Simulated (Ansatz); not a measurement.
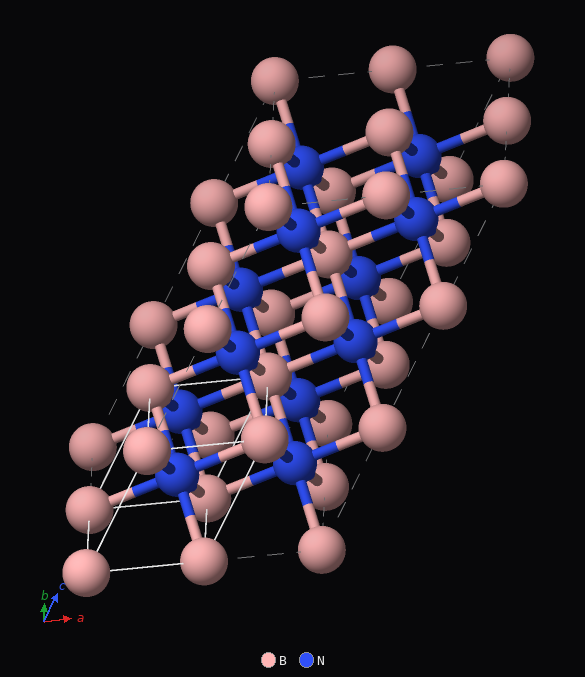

The crystal in a ball-and-stick representation, seen from a general direction. The solid frame is a single simulation cell within a 2×2×3 block.

The run was set up as follows:
```yaml
crystal:
  lattice:
    - [0.0, 1.7706166632, 1.7169664174]
    - [1.7706166632, 0.0, 1.7169664174]
    - [1.7706166632, 1.7706166632, 0.0]
  atoms:
    - { symbol: B, position: [0.0, 0.0, 0.0] }
    - { symbol: "N", position: [0.5, 0.5, 0.5] }
kpoints:
  mp_grid: { grid: [8, 8, 8] }
  band_path:
    path:
      - [0.0, 0.0, 0.0]
      - [0.5, 0.0, 0.5]
      - [0.625, 0.25, 0.625]
      - [0.375, 0.375, 0.75]
      - [0.5, 0.5, 0.5]
      - [0.5, 0.25, 0.75]
      - [0.15625, 0.15625, 0.3125]
      - [0.5, 0.5, 0.0]
    npoints: 1
hamiltonian:
  xc: hse06
scf:
  occupations: { method: fixed }
  n_extra_bands: 4
output:
  forces: true
  stress: true
  eigenvalues: true
  write_density: true
  write_potential: true
  elf: true
  volumetric_format: npy
```
Run as:
```sh
ansatz run input.yaml --threads 4 --pin off --max-ram 3686MiB --backend cpu --events-out ev --progress --plain --runs-dir out
```

Theory: DFT, HSE06, plane waves, PAW (Ansatz). Numerical settings: plane waves to 420 eV, 8×8×8 k-mesh, no spin polarisation.

Classify it as metallic or gapped, with the value.

A semiconductor at this level, with a gap of 1.58 eV, indirect; the smallest direct gap is 6.86 eV.

Would the cell expand or shrink if it could?

The computed pressure is -12.3 GPa (stretched: it would shrink). The stress isn't hydrostatic: its largest component is 14.2 GPa.

Origin of the cell: a structure type filled with these elements by a generator (whether the compound takes this form wasn't checked). The cell was then strained or its atoms displaced on purpose. Ansatz was used for an electronic-structure calculation on it.

At this level of theory the cell isn't at rest (stretched, at -12 GPa), so its distances can differ from those at equilibrium, the more so the softer the solid.
